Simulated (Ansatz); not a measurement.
Geometry relaxation, with input and output: InAs (part 1 of 2)

The run: geometry relaxation of InAs (2 atoms in the cell). Method and program: DFT PBE, scalar-relativistic, plane waves, PAW, no spin polarisation (Ansatz 0.2.0).

The structure derives from an entry of the Crystallography Open Database. Figures and captions count atoms from 1; the log counts them from 0 in places.

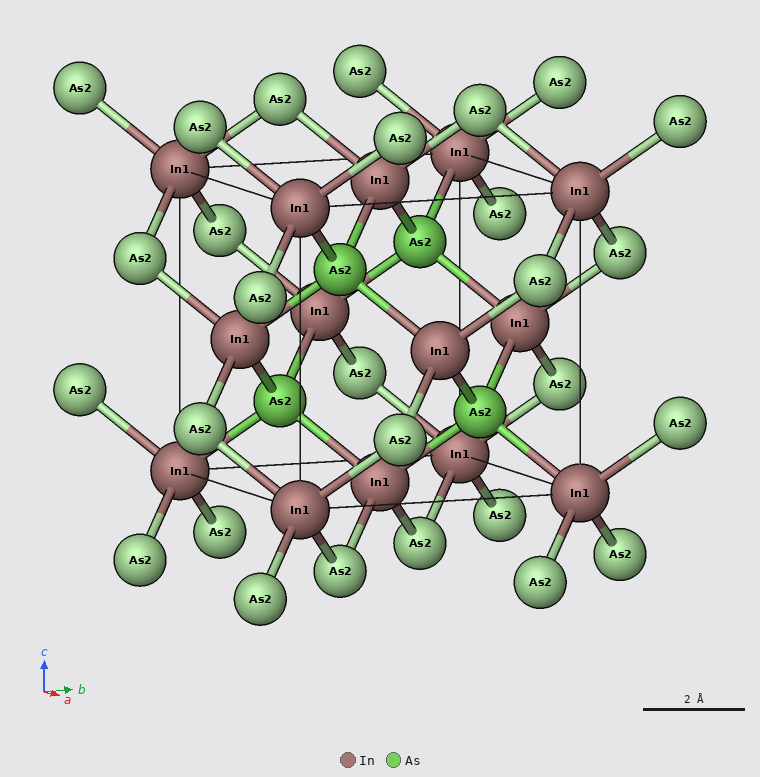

**Figure 1.** The structure as given in the input (ball-and-stick view of the cell 4 times as large as that of the calculation, set on its symmetry axes, seen slightly off an axis; neighbours outside the cell are drawn fainter; atoms are numbered from 1 in the order of the input). An atom can appear more than once, as a periodic image. Near neighbours in the periodic cell (some may lie outside the picture): In has 4 As at 2.62 Å; As has 4 In at 2.62 Å.

## Input
```yaml
crystal:
  lattice:
    - [0.0, 3.024, 3.024]
    - [3.024, 0.0, 3.024]
    - [3.024, 3.024, 0.0]
  atoms:
    - { symbol: In, position: [0.0, 0.0, 0.0] }
    - { symbol: As, position: [0.75, 0.75, 0.75] }
basis:
  ecutwfc: 420
kpoints:
  mp_grid: { grid: [12, 12, 12] }
hamiltonian:
  xc: pbe
scf:
  occupations: { method: gaussian, width: 0.1 }
output:
  forces: true
  stress: true
  eigenvalues: true
relax:
  adjacent_minimum: "off"
  f_tol: 0.005
  max_steps: 80
  cell: { stress_tol: 0.05 }
```

Command:
```bash
ansatz run input.yaml --threads 1 --pin off --max-ram 2560MiB --backend cpu --events-out ev --progress --plain --runs-dir out
```

## The program's output
```
Engine: ansatz 0.2.0, x86_64-unknown-linux-gnu
Pseudopotentials: kind: paw
Pseudopotential: In, paw, valence charge 13, recommended cutoff 420 eV (normal), In.paw.azcp
Pseudopotential: As, paw, valence charge 15, recommended cutoff 420 eV (normal), As.paw.azcp
Functional definition: PBE
  parameter kappa = 0.804
  parameter beta = 0.06672455060314922
  exchange = pbe_x(kappa = kappa, mu = beta*pi^2/3)
  correlation = pbe_c(beta = beta)
Crystal: 2 atoms, lattice volume = 55.306 Å³
Basis set: ecut = 420 eV, 1067 PW (Γ), exchange–correlation on 60×60×60 points (8 copies of the dense FFT grid, shifted against one another)
Bands: 18, of which v1, the nominal top of the filled ones, is band 14 counted from 1 (13 counted from 0)
Symmetry: 24 space group operations
Space group: F-43m (ITA 216), of the structure as read, at distance tolerance 3.8e-5 Å
k-points: 72 of 1728 (time reversal used)
Non-local potential: In, projectors of the file, l = 0: 2, l = 1: 2, l = 2: 2, l = 3: 2
Non-local potential: As, projectors of the file, l = 0: 2, l = 1: 2, l = 2: 3, l = 3: 1
PAW form: soft (Blöchl's): semilocal exchange-correlation on the pseudo side does not see the compensation charge
PAW one-centre angular grid: In, 590 points (default); XC on 64 Gauss nodes
PAW one-centre angular grid: As, 590 points (default); XC on 64 Gauss nodes
Initial density: superposition of atomic densities (neutral atoms: chi_scale 0, normalization atom), corrected by the library's trained network
Initial wavefunctions: pseudopotential atomic-orbital guess
Functional: x = pbe(κ = 0.804, μ = 0.2195149727645171), c = pbe(β = 0.06672455060314922)
SCF iter   1: F=—  HF=-10454.428349 eV  |F-HF|=—  |Δ(HF+E_count)|=         —  Δρ=2.43e-3  dr2=7.07e-3  ethr=1.77e-3  ⟨swp⟩=5.5  Hψ=6252  notcnv=0
preconditioner: auto → none  [insulator: Δε(μ)=0.804 eV  Ē_g=14.749 eV  σ=0.100 eV  W_gap=0.80  n_scr=14 (ndim 8)  ℏωp=21.2 eV  f_vac=0.107  D(μ)=0.03/eV (n_scr^D=0)  ε∞_Penn≈3.1]
SCF iter   2: F=—  HF=-10454.425339 eV  |F-HF|=—  |Δ(HF+E_count)|=   3.01e-3  Δρ=1.05e-3  dr2=6.44e-4  ethr=2.53e-5  ⟨swp⟩=2.0  Hψ=2523  notcnv=0
SCF iter   3: F=—  HF=-10454.425191 eV  |F-HF|=—  |Δ(HF+E_count)|=   1.48e-4  Δρ=3.05e-4  dr2=6.12e-5  ethr=2.30e-6  ⟨swp⟩=2.0  Hψ=1945  notcnv=0
SCF iter   4: F=—  HF=-10454.425228 eV  |F-HF|=—  |Δ(HF+E_count)|=   3.73e-5  Δρ=1.03e-4  dr2=5.97e-6  ethr=2.19e-7  ⟨swp⟩=2.0  Hψ=1585  notcnv=0
SCF iter   5: F=—  HF=-10454.425236 eV  |F-HF|=—  |Δ(HF+E_count)|=   8.09e-6  Δρ=3.28e-5  dr2=6.39e-7  ethr=2.13e-8  ⟨swp⟩=2.0  Hψ=2305  notcnv=0
SCF iter   6: F=-10454.425236 eV  HF=-10454.425236 eV  |F-HF|=3.22e-9  |Δ(HF+E_count)|=   8.69e-8  Δρ=5.90e-6  dr2=1.41e-8  ethr=3.57e-10  ⟨swp⟩=6.2  Hψ=6125  notcnv=0
SCF 1 converged in 6 iterations: F = -10454.425236 eV  dr2 = 1.41e-8
  greatest PAW one-centre occupation: 0.999 electrons in one spin orbital (limit 2), on the As atom at site 1 (counted from 0), in its partial waves of l = 2
relax step   1: F+E_penalty+E_count = -10454.42523641 eV  Δ(F+E_penalty+E_count) = +0.000e0 eV  max|allowed force component| = 1.492e-16 eV/Å  Δτ_max = 0.0000 Å  P = +3.872 GPa  Ω = 55.306 Å³  (6 SCF iters, dr2 threshold 1.00e-7 eV, accepted)
Crystal: 2 atoms, lattice volume = 60.387 Å³
Basis set: ecut = 420 eV, 1243 PW (Γ), exchange–correlation on 60×60×60 points (8 copies of the dense FFT grid, shifted against one another)
Initial density: handed on by an earlier stage of this run
Initial wavefunctions: those handed on with the density
iter 1 solved again at ethr=2.46e-5 eV; its pass at ethr=3.10e-3 eV (dr2=6.90e-3 eV) is discarded
SCF iter   1: F=—  HF=-10454.464635 eV  |F-HF|=—  |Δ(HF+E_count)|=         —  Δρ=2.74e-3  dr2=6.65e-3  ethr=2.46e-5  ⟨swp⟩=2.6  Hψ=8743  notcnv=0
preconditioner: auto → none  [insulator: Δε(μ)=0.569 eV  Ē_g=14.360 eV  σ=0.100 eV  W_gap=0.83  n_scr=14 (ndim 8)  ℏωp=20.3 eV  f_vac=0.131  D(μ)=0.03/eV (n_scr^D=0)  ε∞_Penn≈3.0]
SCF iter   2: F=—  HF=-10454.464360 eV  |F-HF|=—  |Δ(HF+E_count)|=   2.74e-4  Δρ=1.24e-3  dr2=8.94e-4  ethr=2.37e-5  ⟨swp⟩=2.0  Hψ=1570  notcnv=0
SCF iter   3: F=—  HF=-10454.464658 eV  |F-HF|=—  |Δ(HF+E_count)|=   2.97e-4  Δρ=4.40e-4  dr2=1.68e-4  ethr=3.19e-6  ⟨swp⟩=2.0  Hψ=2303  notcnv=0
SCF iter   4: F=—  HF=-10454.464696 eV  |F-HF|=—  |Δ(HF+E_count)|=   3.82e-5  Δρ=1.10e-4  dr2=5.49e-6  ethr=5.99e-7  ⟨swp⟩=2.0  Hψ=2305  notcnv=0
SCF iter   5: F=—  HF=-10454.464703 eV  |F-HF|=—  |Δ(HF+E_count)|=   7.49e-6  Δρ=2.33e-5  dr2=2.42e-7  ethr=1.96e-8  ⟨swp⟩=2.2  Hψ=1661  notcnv=0
SCF iter   6: F=-10454.464704 eV  HF=-10454.464704 eV  |F-HF|=1.28e-9  |Δ(HF+E_count)|=   5.22e-7  Δρ=6.64e-6  dr2=2.45e-8  ethr=7.14e-10  ⟨swp⟩=6.0  Hψ=6091  notcnv=0
SCF 2 converged in 6 iterations: F = -10454.464704 eV  dr2 = 2.45e-8
relax step   2: F+E_penalty+E_count = -10454.46470373 eV  Δ(F+E_penalty+E_count) = -3.947e-2 eV  max|allowed force component| = 5.840e-17 eV/Å  Δτ_max = 0.0000 Å  P = -0.920 GPa  Ω = 60.387 Å³  energy of the carried Pulay correction = -1.052e-3 eV  (6 SCF iters, dr2 threshold 2.00e-7 eV, accepted)
Crystal: 2 atoms, lattice volume = 59.340 Å³
Basis set: ecut = 420 eV, 1211 PW (Γ), exchange–correlation on 60×60×60 points (8 copies of the dense FFT grid, shifted against one another)
iter 1 solved again at ethr=9.40e-7 eV; its pass at ethr=3.10e-3 eV (dr2=2.63e-4 eV) is discarded
SCF iter   1: F=—  HF=-10454.468356 eV  |F-HF|=—  |Δ(HF+E_count)|=         —  Δρ=5.34e-4  dr2=2.38e-4  ethr=9.40e-7  ⟨swp⟩=2.7  Hψ=8004  notcnv=0
preconditioner: auto → none  [insulator: Δε(μ)=0.619 eV  Ē_g=14.429 eV  σ=0.100 eV  W_gap=0.82  n_scr=14 (ndim 8)  ℏωp=20.5 eV  f_vac=0.113  D(μ)=0.03/eV (n_scr^D=0)  ε∞_Penn≈3.0]
SCF iter   2: F=—  HF=-10454.468337 eV  |F-HF|=—  |Δ(HF+E_count)|=   1.86e-5  Δρ=2.40e-4  dr2=3.11e-5  ethr=8.48e-7  ⟨swp⟩=2.0  Hψ=1562  notcnv=0
SCF iter   3: F=—  HF=-10454.468345 eV  |F-HF|=—  |Δ(HF+E_count)|=   8.23e-6  Δρ=8.16e-5  dr2=5.49e-6  ethr=1.11e-7  ⟨swp⟩=2.0  Hψ=2303  notcnv=0
SCF iter   4: F=-10454.468346 eV  HF=-10454.468346 eV  |F-HF|=1.70e-7  |Δ(HF+E_count)|=   7.06e-7  Δρ=2.13e-5  dr2=1.90e-7  ethr=7.14e-10  ⟨swp⟩=4.1  Hψ=7023  notcnv=0
SCF 3 converged in 4 iterations: F = -10454.468346 eV  dr2 = 1.90e-7
relax step   3: F+E_penalty+E_count = -10454.46834637 eV  Δ(F+E_penalty+E_count) = -3.643e-3 eV  max|allowed force component| = 4.192e-17 eV/Å  Δτ_max = 0.0000 Å  P = -0.117 GPa  Ω = 59.340 Å³  energy of the carried Pulay correction = -8.431e-4 eV  (4 SCF iters, dr2 threshold 2.00e-7 eV, accepted)
Crystal: 2 atoms, lattice volume = 59.201 Å³
Basis set: ecut = 420 eV, 1139 PW (Γ), exchange–correlation on 60×60×60 points (8 copies of the dense FFT grid, shifted against one another)
iter 1 solved again at ethr=2.09e-8 eV; its pass at ethr=3.10e-3 eV (dr2=5.86e-6 eV) is discarded
SCF iter   1: F=—  HF=-10454.468427 eV  |F-HF|=—  |Δ(HF+E_count)|=         —  Δρ=8.31e-5  dr2=5.05e-6  ethr=2.09e-8  ⟨swp⟩=3.3  Hψ=7887  notcnv=0
preconditioner: auto → none  [insulator: Δε(μ)=0.624 eV  Ē_g=14.438 eV  σ=0.100 eV  W_gap=0.82  n_scr=14 (ndim 8)  ℏωp=20.5 eV  f_vac=0.115  D(μ)=0.03/eV (n_scr^D=0)  ε∞_Penn≈3.0]
SCF iter   2: F=—  HF=-10454.468428 eV  |F-HF|=—  |Δ(HF+E_count)|=   1.82e-7  Δρ=4.01e-5  dr2=8.52e-7  ethr=1.80e-8  ⟨swp⟩=2.0  Hψ=1537  notcnv=0
SCF iter   3: F=—  HF=-10454.468428 eV  |F-HF|=—  |Δ(HF+E_count)|=   5.30e-7  Δρ=1.19e-5  dr2=1.43e-7  ethr=3.04e-9  ⟨swp⟩=2.0  Hψ=2302  notcnv=0
SCF iter   4: F=-10454.468428 eV  HF=-10454.468428 eV  |F-HF|=5.03e-9  |Δ(HF+E_count)|=   1.48e-8  Δρ=3.28e-6  dr2=4.84e-9  ethr=1.23e-10  ⟨swp⟩=5.5  Hψ=5374  notcnv=0
SCF 4 converged in 4 iterations: F = -10454.468428 eV  dr2 = 4.84e-9
relax step   4: F+E_penalty+E_count = -10454.46842810 eV  Δ(F+E_penalty+E_count) = -8.173e-5 eV  max|allowed force component| = 4.843e-17 eV/Å  Δτ_max = 0.0000 Å  P = -0.005 GPa  Ω = 59.201 Å³  energy of the carried Pulay correction = -8.150e-4 eV  (4 SCF iters, dr2 threshold 3.44e-8 eV, accepted)
Initial wavefunctions: pseudopotential atomic-orbital guess (no wavefunctions were taken with the density)
iter 1 solved again at ethr=3.01e-7 eV; its pass at ethr=3.10e-3 eV (dr2=8.42e-5 eV) is discarded
SCF iter   1: F=—  HF=-10454.469195 eV  |F-HF|=—  |Δ(HF+E_count)|=         —  Δρ=9.94e-5  dr2=1.04e-6  ethr=3.01e-7  ⟨swp⟩=2.0  Hψ=9154  notcnv=0
SCF iter   2: F=—  HF=-10454.469208 eV  |F-HF|=—  |Δ(HF+E_count)|=   1.27e-5  Δρ=4.45e-5  dr2=2.23e-7  ethr=3.71e-9  ⟨swp⟩=2.0  Hψ=2127  notcnv=0
SCF iter   3: F=—  HF=-10454.469212 eV  |F-HF|=—  |Δ(HF+E_count)|=   4.34e-6  Δρ=1.32e-5  dr2=1.55e-8  ethr=7.98e-10  ⟨swp⟩=2.0  Hψ=1585  notcnv=0
SCF iter   4: F=—  HF=-10454.469213 eV  |F-HF|=—  |Δ(HF+E_count)|=   4.09e-7  Δρ=1.60e-6  dr2=6.25e-10  ethr=5.55e-11  ⟨swp⟩=2.0  Hψ=1950  notcnv=0
SCF iter   5: F=—  HF=-10454.469213 eV  |F-HF|=—  |Δ(HF+E_count)|=   2.56e-9  Δρ=3.68e-7  dr2=1.70e-10  ethr=2.23e-12  ⟨swp⟩=2.7  Hψ=2156  notcnv=0
SCF iter   6: F=-10454.469213 eV  HF=-10454.469213 eV  |F-HF|=3.64e-12  |Δ(HF+E_count)|=  5.46e-11  Δρ=9.23e-8  dr2=3.06e-12  ethr=1.00e-12  ⟨swp⟩=4.0  Hψ=6184  notcnv=0
SCF 5 converged in 6 iterations: F = -10454.469213 eV  dr2 = 3.06e-12
relax step   5: F+E_penalty+E_count = -10454.46921251 eV  Δ(F+E_penalty+E_count) = -7.844e-4 eV  max|allowed force component| = 4.250e-17 eV/Å  Δτ_max = 0.0000 Å  P = -0.008 GPa  Ω = 59.201 Å³  stress off target by 7.81e-3 GPa  SCF on the basis re-selected at this cell (its energy is not comparable with the rows above)  (6 SCF iters)
```

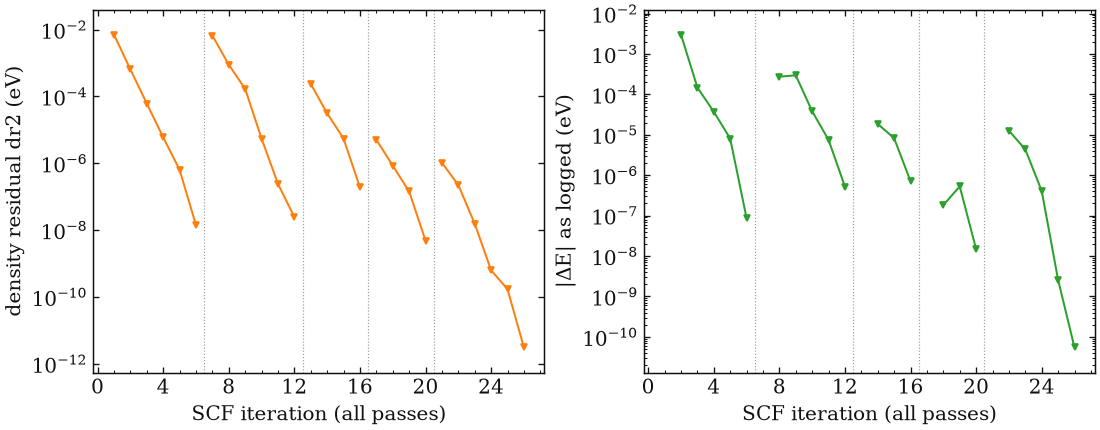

**Figure 2.** Convergence of the self-consistent field: density residual dr2 and size of the energy change against the SCF iteration. The dotted lines part the SCF passes of the relaxation: geometry steps, rejected trials and re-solves on a re-selected basis. The 5 passes take 4 to 6 iterations each, 26 in all.
